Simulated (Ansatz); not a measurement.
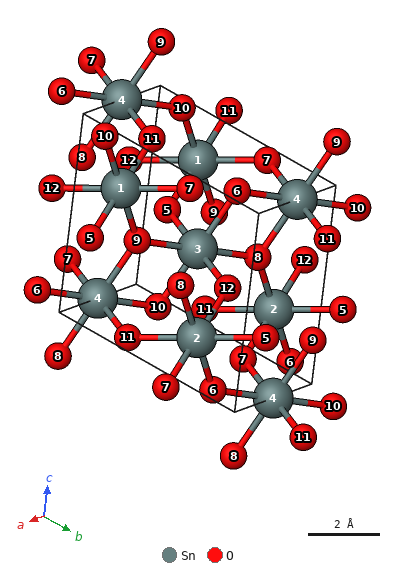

This is the input geometry for a relaxation of a crystal of SnO2 (set up in Imma). The picture is a ball-and-stick view of the cell of the calculation, seen slightly off an axis.

Case: relaxed at -3 GPa.

The calculation used Ansatz 0.2.0, DFT LDA, scalar-relativistic, plane waves, PAW.

The input:
```yaml
crystal:
  lattice:
    - [-3.2206144955, 3.3708208104, 3.3708211614]
    - [3.2206144955, -3.3708208104, 3.3708211614]
    - [3.2206144955, 3.3708208104, -3.3708211614]
  atoms:
    - { symbol: Sn, position: [0.999941505, 0.249941505, 0.75] }
    - { symbol: Sn, position: [5.8495e-05, 0.750058495, 0.25] }
    - { symbol: Sn, position: [0.5, 0.5, 0.5] }
    - { symbol: Sn, position: [0.5, 0.0, 0.0] }
    - { symbol: O, position: [0.1939319174, 0.1939750957, 0.5000431783] }
    - { symbol: O, position: [0.6939902419, 0.7500585499, 0.943931692] }
    - { symbol: O, position: [0.1939319174, 0.6938887391, 0.9999568217] }
    - { symbol: O, position: [0.306126858, 0.7500585499, 0.556068308] }
    - { symbol: O, position: [0.693873142, 0.2499414501, 0.443931692] }
    - { symbol: O, position: [0.3060097581, 0.2499414501, 0.056068308] }
    - { symbol: O, position: [0.8060680826, 0.3061112609, 4.31783e-05] }
    - { symbol: O, position: [0.8060680826, 0.8060249043, 0.4999568217] }
basis:
  ecutwfc: 420
kpoints:
  mp_grid: { grid: [6, 6, 6] }
hamiltonian:
  xc: lda
scf:
  occupations: { method: gaussian, width: 0.02 }
output:
  forces: true
  stress: true
  eigenvalues: true
  write_density: true
  write_potential: true
  elf: true
  volumetric_format: npy
relax:
  adjacent_minimum: "off"
  f_tol: 0.008
  max_steps: 50
  cell: { stress_tol: 0.08, p_target: -3.0 }
```

Launched with:
```bash
ansatz run input.yaml --threads 2 --pin off --max-ram 5120MiB --backend cpu --events-out ev --progress --plain --runs-dir out
```

What does the optimiser find from here?

The atoms keep their places relative to the cell (all moves are under 0.005 Å). Cell: a = b = c 5.753 → 5.729 Å (−0.4 %), α 111.9° → 112.1°. Volume −1.3 %. Near-neighbour distances that change, for instance: Sn1–O11 2.074 → 2.062 Å, Sn1–O10 2.063 → 2.059 Å. The space group stays P4_2/mnm (No. 136). Over 4 accepted moves (6 points after the start) the energy falls by 4.5 meV per atom. With the target pressure of -3 GPa, the enthalpy E + pV changes by −1.6 meV per atom. Largest force component: 0.091 eV/Å at the start, 0.00062 eV/Å at the end. Pressure: −5.72 GPa at the start and −3.00 GPa at the end. The SCF was repeated twice at an unchanged geometry on a basis and grid sized afresh for the cell, which shifted the energy by 1.0 meV per atom at most.

Step by step:

```csv
step,"E − E(0), meV/atom","largest force component, eV/Å","pressure, GPa","volume, Å³/atom",note
0,0.00,0.0913,-5.72,12.198,
1,-5.41,0.0352,-3.01,12.044,
2,-5.44,0.0088,-2.97,12.043,
3,-5.37,0.0002,-2.99,12.046,
4,-4.40,0.0003,-3.11,12.046,"same geometry, new basis"
5,-4.54,0.0006,-2.99,12.041,
6,-4.51,0.0006,-3.00,12.041,"same geometry, new basis"
```
